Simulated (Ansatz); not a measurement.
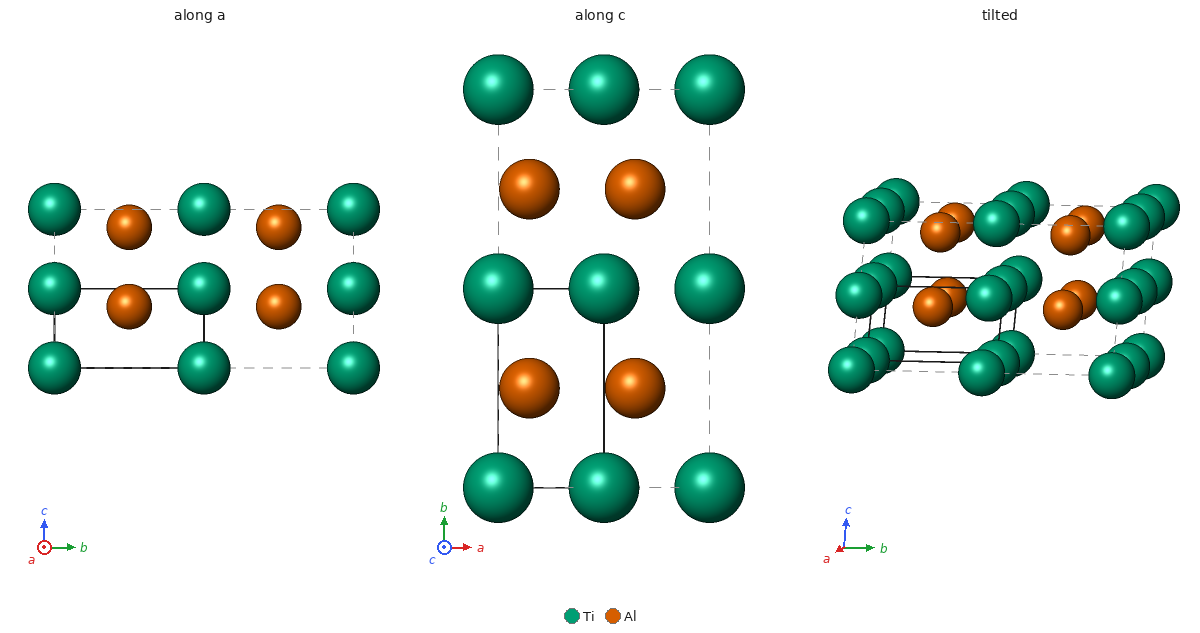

Crystal structure, spheres-only style, seen along the a axis, along the c axis and slightly off an axis. The drawing covers 2×2×2 cells, and the solid lines enclose one conventional unit cell. Cell: a = 2.867 Å, b = 4.678 Å, c = 2.867 Å, α = 90.00°, β = 120.00°, γ = 90.00°.

Describe the arrangement of the atoms.

The structure is one of TiAl. Its lattice is primitive monoclinic, its space group Pm (No. 6). One cell contains 1 Ti, 1 Al, 2 atoms in all.

The structure was taken from a structure listed in the Materials Project. The cell was then strained or its atoms displaced on purpose. It was the input of a calculation with Ansatz.

At this level of theory the run's own cell isn't at rest (forces up to 0.9 eV/Å), so its distances can differ from those at equilibrium, the more so the softer the solid.
